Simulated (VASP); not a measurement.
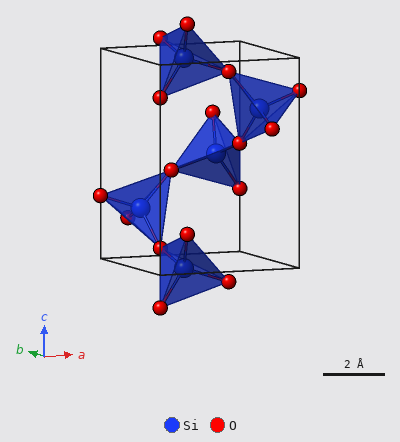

The input geometry (polyhedral view of the cell of the calculation, seen slightly off an axis; polyhedra are completed across the faces of the cell). An atom can appear more than once, as a periodic image.

Geometry relaxation of SiO$_{2}$ (part 1 of 5)

SiO$_{2}$ (P4₁2₁2, 12 atoms in the cell), computed with Kohn-Sham DFT of a periodic cell, r2SCAN, VASP PAW PBE potentials, recommended, no spin polarisation (VASP 6.6.1).

The structure derives from an entry of the Crystallography Open Database.

### OSZICAR
```
N       E                     dE             d eps       ncg     rms          rms(c)
DAV:   1     0.444969150711E+03    0.44497E+03   -0.36521E+04  2340   0.170E+03
DAV:   2    -0.112542142653E+03   -0.55751E+03   -0.54285E+03  3025   0.362E+02
DAV:   3    -0.150762648845E+03   -0.38221E+02   -0.38080E+02  2739   0.105E+02
DAV:   4    -0.151327376703E+03   -0.56473E+00   -0.56363E+00  2784   0.137E+01
DAV:   5    -0.151339023421E+03   -0.11647E-01   -0.11643E-01  2711   0.190E+00    0.305E+01
DAV:   6    -0.127305944071E+03    0.24033E+02   -0.37256E+01  2662   0.275E+01    0.172E+01
DAV:   7    -0.116512475794E+03    0.10793E+02   -0.21197E+00  2746   0.106E+01    0.581E+00
DAV:   8    -0.126709660813E+03   -0.10197E+02   -0.48155E+00  2620   0.107E+01    0.368E+00
DAV:   9    -0.118949832241E+03    0.77598E+01   -0.22812E+00  2452   0.810E+00    0.859E-01
DAV:  10    -0.118925966505E+03    0.23866E-01   -0.59007E-01  2368   0.548E+00    0.961E-01
DAV:  11    -0.118835741894E+03    0.90225E-01   -0.17119E-02  2753   0.104E+00    0.729E-01
DAV:  12    -0.119162438962E+03   -0.32670E+00   -0.15664E-01  2375   0.275E+00    0.262E-01
DAV:  13    -0.119164286376E+03   -0.18474E-02   -0.34428E-02  2662   0.145E+00    0.190E-01
DAV:  14    -0.119175448233E+03   -0.11162E-01   -0.10977E-02  2522   0.910E-01    0.868E-02
DAV:  15    -0.119187578575E+03   -0.12130E-01   -0.53345E-03  2410   0.807E-01    0.369E-02
DAV:  16    -0.119188806215E+03   -0.12276E-02   -0.59562E-04  2585   0.251E-01    0.204E-02
DAV:  17    -0.119189396463E+03   -0.59025E-03   -0.97360E-05  2725   0.878E-02    0.199E-02
DAV:  18    -0.119189740157E+03   -0.34369E-03   -0.15857E-04  2536   0.116E-01    0.658E-03
DAV:  19    -0.119189749738E+03   -0.95812E-05   -0.21945E-05  2627   0.461E-02    0.443E-03
DAV:  20    -0.119189762006E+03   -0.12268E-04   -0.97368E-06  2655   0.317E-02    0.249E-03
DAV:  21    -0.119189764503E+03   -0.24962E-05   -0.29463E-06  2033   0.157E-02    0.221E-03
DAV:  22    -0.119189765435E+03   -0.93239E-06   -0.19392E-07  1772   0.320E-03
   1 F= -.11918977E+03 E0= -.11918977E+03  d E =-.119190E+03
       N       E                     dE             d eps       ncg     rms          rms(c)
DAV:   1    -0.119298344616E+03   -0.10858E+00   -0.78033E+00  2627   0.177E+01    0.325E+00
DAV:   2    -0.119157613040E+03    0.14073E+00   -0.55459E-01  2634   0.426E+00    0.844E-01
DAV:   3    -0.119143195052E+03    0.14418E-01   -0.65792E-02  2494   0.155E+00    0.348E-01
DAV:   4    -0.119154682986E+03   -0.11488E-01   -0.13584E-02  2375   0.109E+00    0.222E-01
DAV:   5    -0.119141890597E+03    0.12792E-01   -0.10771E-02  2347   0.109E+00    0.772E-02
DAV:   6    -0.119156473507E+03   -0.14583E-01   -0.85734E-03  2340   0.950E-01    0.430E-02
DAV:   7    -0.119159865596E+03   -0.33921E-02   -0.44132E-04  2690   0.212E-01    0.234E-02
DAV:   8    -0.119160223463E+03   -0.35787E-03   -0.22600E-04  2494   0.125E-01    0.587E-03
DAV:   9    -0.119160521570E+03   -0.29811E-03   -0.14088E-04  2438   0.128E-01    0.644E-03
DAV:  10    -0.119160562023E+03   -0.40454E-04   -0.84978E-06  2753   0.320E-02    0.375E-03
DAV:  11    -0.119160563061E+03   -0.10372E-05   -0.25989E-06  1905   0.139E-02    0.141E-03
DAV:  12    -0.119160566276E+03   -0.32152E-05   -0.68599E-07  1723   0.888E-03    0.543E-04
DAV:  13    -0.119160566275E+03    0.58935E-09   -0.11024E-07  1723   0.254E-03
   2 F= -.11916057E+03 E0= -.11916057E+03  d E =0.291992E-01
       N       E                     dE             d eps       ncg     rms          rms(c)
DAV:   1    -0.119264118896E+03   -0.10355E+00   -0.35121E+00  2627   0.120E+01    0.223E+00
DAV:   2    -0.119187959835E+03    0.76159E-01   -0.25348E-01  2543   0.291E+00    0.565E-01
DAV:   3    -0.119179467792E+03    0.84920E-02   -0.34263E-02  2340   0.135E+00    0.218E-01
DAV:   4    -0.119196161772E+03   -0.16694E-01   -0.11499E-02  2340   0.106E+00    0.131E-01
DAV:   5    -0.119189767852E+03    0.63939E-02   -0.48720E-03  2340   0.773E-01    0.464E-02
DAV:   6    -0.119196299599E+03   -0.65317E-02   -0.44148E-03  2354   0.727E-01    0.359E-02
DAV:   7    -0.119199123227E+03   -0.28236E-02   -0.31435E-04  2746   0.184E-01    0.153E-02
DAV:   8    -0.119199212086E+03   -0.88859E-04   -0.12487E-04  2585   0.919E-02    0.406E-03
DAV:   9    -0.119199382356E+03   -0.17027E-03   -0.77720E-05  2487   0.891E-02    0.444E-03
DAV:  10    -0.119199397586E+03   -0.15231E-04   -0.37372E-06  2252   0.204E-02    0.247E-03
DAV:  11    -0.119199397638E+03   -0.51645E-07   -0.15283E-06  1688   0.120E-02
   3 F= -.11919940E+03 E0= -.11919940E+03  d E =-.963220E-02
       N       E                     dE             d eps       ncg     rms          rms(c)
DAV:   1    -0.119205692229E+03   -0.62946E-02   -0.88050E-01  2585   0.592E+00    0.854E-01
DAV:   2    -0.119197570656E+03    0.81216E-02   -0.41040E-02  2732   0.120E+00    0.261E-01
DAV:   3    -0.119196189714E+03    0.13809E-02   -0.49311E-03  2690   0.441E-01    0.103E-01
DAV:   4    -0.119196660477E+03   -0.47076E-03   -0.16067E-03  2410   0.341E-01    0.538E-02
DAV:   5    -0.119195681345E+03    0.97913E-03   -0.11852E-03  2389   0.338E-01    0.176E-02
DAV:   6    -0.119197017207E+03   -0.13359E-02   -0.66759E-04  2375   0.241E-01    0.148E-02
DAV:   7    -0.119197112964E+03   -0.95757E-04   -0.19515E-05  2753   0.346E-02    0.698E-03
DAV:   8    -0.119197125234E+03   -0.12271E-04   -0.75680E-06  2571   0.230E-02    0.264E-03
DAV:   9    -0.119197134697E+03   -0.94630E-05   -0.47266E-06  2337   0.218E-02    0.157E-03
DAV:  10    -0.119197135432E+03   -0.73447E-06   -0.11088E-06  1646   0.973E-03
   4 F= -.11919714E+03 E0= -.11919714E+03  d E =0.226221E-02
       N       E                     dE             d eps       ncg     rms          rms(c)
DAV:   1    -0.119204037529E+03   -0.69028E-02   -0.36914E-01  2585   0.384E+00    0.557E-01
DAV:   2    -0.119200438302E+03    0.35992E-02   -0.17387E-02  2704   0.779E-01    0.169E-01
DAV:   3    -0.119199854859E+03    0.58344E-03   -0.20679E-03  2641   0.294E-01    0.662E-02
DAV:   4    -0.119200158982E+03   -0.30412E-03   -0.73506E-04  2354   0.232E-01    0.337E-02
DAV:   5    -0.119199923038E+03    0.23594E-03   -0.47222E-04  2347   0.213E-01    0.109E-02
DAV:   6    -0.119200278359E+03   -0.35532E-03   -0.28836E-04  2354   0.159E-01    0.101E-02
DAV:   7    -0.119200332488E+03   -0.54129E-04   -0.93928E-06  2746   0.238E-02    0.437E-03
DAV:   8    -0.119200342369E+03   -0.98807E-05   -0.45574E-06  2211   0.183E-02    0.165E-03
DAV:   9    -0.119200346522E+03   -0.41531E-05   -0.23254E-06  1714   0.147E-02    0.111E-03
DAV:  10    -0.119200347134E+03   -0.61202E-06   -0.59122E-07  1604   0.603E-03
   5 F= -.11920035E+03 E0= -.11920035E+03  d E =-.949496E-03
       N       E                     dE             d eps       ncg     rms          rms(c)
DAV:   1    -0.119200976241E+03   -0.62972E-03   -0.39121E-02  2410   0.127E+00    0.116E-01
DAV:   2    -0.119200829001E+03    0.14724E-03   -0.75881E-04  2753   0.169E-01    0.578E-02
DAV:   3    -0.119200752535E+03    0.76466E-04   -0.16078E-04  2480   0.981E-02    0.202E-02
DAV:   4    -0.119200708029E+03    0.44506E-04   -0.12907E-04  2340   0.987E-02    0.705E-03
DAV:   5    -0.119200729953E+03   -0.21925E-04   -0.12292E-04  2340   0.994E-02    0.275E-03
DAV:   6    -0.119200802596E+03   -0.72643E-04   -0.41544E-05  2354   0.555E-02    0.323E-03
DAV:   7    -0.119200807073E+03   -0.44764E-05   -0.10668E-06  1793   0.797E-03    0.103E-03
DAV:   8    -0.119200807872E+03   -0.79976E-06   -0.72435E-07  1611   0.647E-03
   6 F= -.11920081E+03 E0= -.11920081E+03  d E =-.460738E-03
       N       E                     dE             d eps       ncg     rms          rms(c)
DAV:   1    -0.119201587524E+03   -0.78045E-03   -0.11468E-01  2403   0.217E+00    0.198E-01
DAV:   2    -0.119201157260E+03    0.43026E-03   -0.22302E-03  2753   0.290E-01    0.987E-02
DAV:   3    -0.119200940646E+03    0.21661E-03   -0.46550E-04  2501   0.167E-01    0.346E-02
DAV:   4    -0.119200812394E+03    0.12825E-03   -0.36767E-04  2354   0.167E-01    0.119E-02
DAV:   5    -0.119200877075E+03   -0.64681E-04   -0.34967E-04  2354   0.169E-01    0.462E-03
DAV:   6    -0.119201085108E+03   -0.20803E-03   -0.11932E-04  2354   0.946E-02    0.555E-03
DAV:   7    -0.119201098401E+03   -0.13293E-04   -0.31881E-06  2096   0.136E-02    0.174E-03
DAV:   8    -0.119201100877E+03   -0.24759E-05   -0.20432E-06  1613   0.110E-02    0.664E-04
DAV:   9    -0.119201103002E+03   -0.21251E-05   -0.39717E-07  1702   0.567E-03    0.495E-04
DAV:  10    -0.119201102923E+03    0.79375E-07   -0.66286E-08  1520   0.191E-03
   7 F= -.11920110E+03 E0= -.11920110E+03  d E =-.755789E-03
       N       E                     dE             d eps       ncg     rms          rms(c)
DAV:   1    -0.119201119125E+03   -0.16123E-04   -0.73141E-02  2340   0.166E+00    0.107E-01
DAV:   2    -0.119201177308E+03   -0.58183E-04   -0.18526E-03  2753   0.257E-01    0.435E-02
DAV:   3    -0.119201155390E+03    0.21919E-04   -0.11925E-04  2354   0.103E-01    0.231E-02
DAV:   4    -0.119201033973E+03    0.12142E-03   -0.18741E-04  2340   0.110E-01    0.651E-03
DAV:   5    -0.119201178823E+03   -0.14485E-03   -0.12315E-04  2340   0.100E-01    0.247E-03
DAV:   6    -0.119201211258E+03   -0.32436E-04   -0.17691E-05  2354   0.364E-02    0.251E-03
DAV:   7    -0.119201213360E+03   -0.21017E-05   -0.17493E-06  1737   0.125E-02    0.504E-04
DAV:   8    -0.119201213479E+03   -0.11906E-06   -0.14786E-06  1499   0.108E-02
   8 F= -.11920121E+03 E0= -.11920121E+03  d E =-.110556E-03
       N       E                     dE             d eps       ncg     rms          rms(c)
DAV:   1    -0.119201239847E+03   -0.26487E-04   -0.78611E-03  2340   0.544E-01    0.352E-02
DAV:   2    -0.119201246028E+03   -0.61819E-05   -0.19931E-04  2760   0.840E-02    0.143E-02
DAV:   3    -0.119201242001E+03    0.40276E-05   -0.13044E-05  2340   0.335E-02    0.758E-03
DAV:   4    -0.119201230577E+03    0.11424E-04   -0.20351E-05  2340   0.357E-02    0.215E-03
DAV:   5    -0.119201244653E+03   -0.14076E-04   -0.12948E-05  2340   0.319E-02    0.808E-04
DAV:   6    -0.119201247968E+03   -0.33146E-05   -0.17819E-06  1394   0.115E-02    0.702E-04
DAV:   7    -0.119201247956E+03    0.12144E-07   -0.28200E-07  1709   0.434E-03
   9 F= -.11920125E+03 E0= -.11920125E+03  d E =-.145033E-03
       N       E                     dE             d eps       ncg     rms          rms(c)
DAV:   1    -0.119201385094E+03   -0.13713E-03   -0.53676E-02  2340   0.143E+00    0.625E-02
DAV:   2    -0.119201397940E+03   -0.12845E-04   -0.10975E-03  2669   0.199E-01    0.307E-02
DAV:   3    -0.119201373651E+03    0.24288E-04   -0.82158E-05  2340   0.844E-02    0.164E-02
DAV:   4    -0.119201269723E+03    0.10393E-03   -0.16260E-04  2340   0.985E-02    0.610E-03
DAV:   5    -0.119201407628E+03   -0.13790E-03   -0.86709E-05  2340   0.791E-02    0.194E-03
DAV:   6    -0.119201412615E+03   -0.49869E-05   -0.56517E-06  2262   0.189E-02    0.187E-03
DAV:   7    -0.119201413473E+03   -0.85850E-06   -0.11527E-06  1716   0.927E-03
  10 F= -.11920141E+03 E0= -.11920141E+03  d E =-.165517E-03
       N       E                     dE             d eps       ncg     rms          rms(c)
DAV:   1    -0.119201448739E+03   -0.36124E-04   -0.21056E-02  2340   0.895E-01    0.391E-02
DAV:   2    -0.119201464914E+03   -0.16175E-04   -0.43277E-04  2690   0.124E-01    0.192E-02
DAV:   3    -0.119201454824E+03    0.10090E-04   -0.31365E-05  2347   0.508E-02    0.102E-02
DAV:   4    -0.119201420100E+03    0.34724E-04   -0.61931E-05  2340   0.598E-02    0.378E-03
DAV:   5    -0.119201467191E+03   -0.47091E-04   -0.33065E-05  2340   0.478E-02    0.122E-03
DAV:   6    -0.119201469022E+03   -0.18315E-05   -0.21067E-06  1690   0.113E-02    0.108E-03
DAV:   7    -0.119201469126E+03   -0.10375E-06   -0.59336E-07  1730   0.603E-03
  11 F= -.11920147E+03 E0= -.11920147E+03  d E =-.221170E-03
       N       E                     dE             d eps       ncg     rms          rms(c)
DAV:   1    -0.119201416648E+03    0.52374E-04   -0.84269E-02  2340   0.179E+00    0.782E-02
DAV:   2    -0.119201450722E+03   -0.34074E-04   -0.17291E-03  2676   0.249E-01    0.384E-02
DAV:   3    -0.119201413728E+03    0.36994E-04   -0.12721E-04  2340   0.104E-01    0.205E-02
DAV:   4    -0.119201257039E+03    0.15669E-03   -0.25251E-04  2340   0.122E-01    0.760E-03
DAV:   5    -0.119201463285E+03   -0.20625E-03   -0.13653E-04  2340   0.985E-02    0.243E-03
DAV:   6    -0.119201471065E+03   -0.77800E-05   -0.89958E-06  2474   0.235E-02    0.238E-03
DAV:   7    -0.119201472333E+03   -0.12677E-05   -0.17101E-06  1716   0.113E-02    0.500E-04
DAV:   8    -0.119201472906E+03   -0.57334E-06   -0.99672E-07  1492   0.843E-03
  12 F= -.11920147E+03 E0= -.11920147E+03  d E =-.224950E-03
       N       E                     dE             d eps       ncg     rms          rms(c)
DAV:   1    -0.119201480752E+03   -0.84195E-05   -0.22461E-02  2340   0.924E-01    0.406E-02
DAV:   2    -0.119201486922E+03   -0.61702E-05   -0.46042E-04  2669   0.128E-01    0.198E-02
DAV:   3    -0.119201472407E+03    0.14515E-04   -0.35316E-05  2340   0.545E-02    0.106E-02
DAV:   4    -0.119201433802E+03    0.38606E-04   -0.68552E-05  2340   0.631E-02    0.399E-03
DAV:   5    -0.119201487015E+03   -0.53213E-04   -0.34512E-05  2340   0.491E-02    0.127E-03
DAV:   6    -0.119201488686E+03   -0.16709E-05   -0.21472E-06  1648   0.115E-02    0.112E-03
DAV:   7    -0.119201488788E+03   -0.10207E-06   -0.63116E-07  1681   0.635E-03
  13 F= -.11920149E+03 E0= -.11920149E+03  d E =-.240832E-03
       N       E                     dE             d eps       ncg     rms          rms(c)
DAV:   1    -0.119201629067E+03   -0.14038E-03   -0.16101E-02  2340   0.782E-01    0.548E-02
DAV:   2    -0.119201568783E+03    0.60284E-04   -0.41406E-04  2508   0.121E-01    0.179E-02
DAV:   3    -0.119201570094E+03   -0.13117E-05   -0.47552E-05  2340   0.583E-02    0.812E-03
DAV:   4    -0.119201544280E+03    0.25814E-04   -0.44561E-05  2340   0.556E-02    0.311E-03
DAV:   5    -0.119201582877E+03   -0.38597E-04   -0.22675E-05  2340   0.412E-02    0.114E-03
DAV:   6    -0.119201581744E+03    0.11331E-05   -0.36988E-06  1874   0.150E-02    0.128E-03
DAV:   7    -0.119201584587E+03   -0.28426E-05   -0.12706E-06  1611   0.979E-03    0.489E-04
DAV:   8    -0.119201584942E+03   -0.35467E-06   -0.17261E-07  1716   0.326E-03
  14 F= -.11920158E+03 E0= -.11920158E+03  d E =-.961537E-04
       N       E                     dE             d eps       ncg     rms          rms(c)
DAV:   1    -0.119202204230E+03   -0.61964E-03   -0.14482E-01  2340   0.235E+00    0.164E-01
DAV:   2    -0.119201669672E+03    0.53456E-03   -0.37454E-03  2494   0.363E-01    0.537E-02
DAV:   3    -0.119201712784E+03   -0.43112E-04   -0.42757E-04  2340   0.174E-01    0.243E-02
DAV:   4    -0.119201466515E+03    0.24627E-03   -0.39556E-04  2340   0.165E-01    0.924E-03
DAV:   5    -0.119201813804E+03   -0.34729E-03   -0.21061E-04  2340   0.125E-01    0.340E-03
DAV:   6    -0.119201804748E+03    0.90560E-05   -0.33590E-05  2382   0.447E-02    0.427E-03
DAV:   7    -0.119201827442E+03   -0.22694E-04   -0.10854E-05  2592   0.284E-02    0.164E-03
DAV:   8    -0.119201831140E+03   -0.36978E-05   -0.14944E-06  1716   0.118E-02    0.622E-04
DAV:   9    -0.119201831974E+03   -0.83408E-06   -0.55190E-07  1611   0.731E-03
  15 F= -.11920183E+03 E0= -.11920183E+03  d E =-.343186E-03
       N       E                     dE             d eps       ncg     rms          rms(c)
DAV:   1    -0.119203711510E+03   -0.18804E-02   -0.57919E-01  2340   0.469E+00    0.330E-01
DAV:   2    -0.119201299902E+03    0.24116E-02   -0.15189E-02  2410   0.735E-01    0.107E-01
DAV:   3    -0.119201732514E+03   -0.43261E-03   -0.18075E-03  2340   0.361E-01    0.488E-02
DAV:   4    -0.119200527790E+03    0.12047E-02   -0.16744E-03  2340   0.341E-01    0.184E-02
DAV:   5    -0.119202116100E+03   -0.15883E-02   -0.92230E-04  2340   0.263E-01    0.681E-03
DAV:   6    -0.119202079721E+03    0.36380E-04   -0.12522E-04  2438   0.862E-02    0.851E-03
DAV:   7    -0.119202159786E+03   -0.80065E-04   -0.43091E-05  2648   0.566E-02    0.339E-03
DAV:   8    -0.119202176430E+03   -0.16644E-04   -0.67593E-06  2655   0.247E-02    0.126E-03
DAV:   9    -0.119202180111E+03   -0.36811E-05   -0.21786E-06  1732   0.152E-02    0.713E-04
DAV:  10    -0.119202181803E+03   -0.16922E-05   -0.54914E-07  1667   0.724E-03    0.680E-04
DAV:  11    -0.119202181918E+03   -0.11517E-06   -0.84367E-08  1639   0.235E-03
  16 F= -.11920218E+03 E0= -.11920218E+03  d E =-.693130E-03
       N       E                     dE             d eps       ncg     rms          rms(c)
DAV:   1    -0.119208881978E+03   -0.67002E-02   -0.23170E+00  2340   0.939E+00    0.664E-01
DAV:   2    -0.119194688636E+03    0.14193E-01   -0.62786E-02  2361   0.153E+00    0.213E-01
DAV:   3    -0.119200592425E+03   -0.59038E-02   -0.82680E-03  2340   0.814E-01    0.991E-02
DAV:   4    -0.119192722434E+03    0.78700E-02   -0.75829E-03  2340   0.750E-01    0.365E-02
DAV:   5    -0.119202037222E+03   -0.93148E-02   -0.45068E-03  2340   0.605E-01    0.136E-02
DAV:   6    -0.119201892760E+03    0.14446E-03   -0.45257E-04  2522   0.166E-01    0.171E-02
DAV:   7    -0.119202147472E+03   -0.25471E-03   -0.18385E-04  2620   0.119E-01    0.748E-03
DAV:   8    -0.119202243292E+03   -0.95820E-04   -0.36144E-05  2557   0.585E-02    0.285E-03
DAV:   9    -0.119202257620E+03   -0.14328E-04   -0.98773E-06  2620   0.309E-02    0.180E-03
DAV:  10    -0.119202265084E+03   -0.74642E-05   -0.21778E-06  1856   0.157E-02    0.135E-03
DAV:  11    -0.119202265127E+03   -0.42686E-07   -0.20292E-07  1737   0.344E-03
  17 F= -.11920227E+03 E0= -.11920227E+03  d E =-.776339E-03
       N       E                     dE             d eps       ncg     rms          rms(c)
DAV:   1    -0.119203015189E+03   -0.75010E-03   -0.29430E-01  2340   0.334E+00    0.234E-01
```
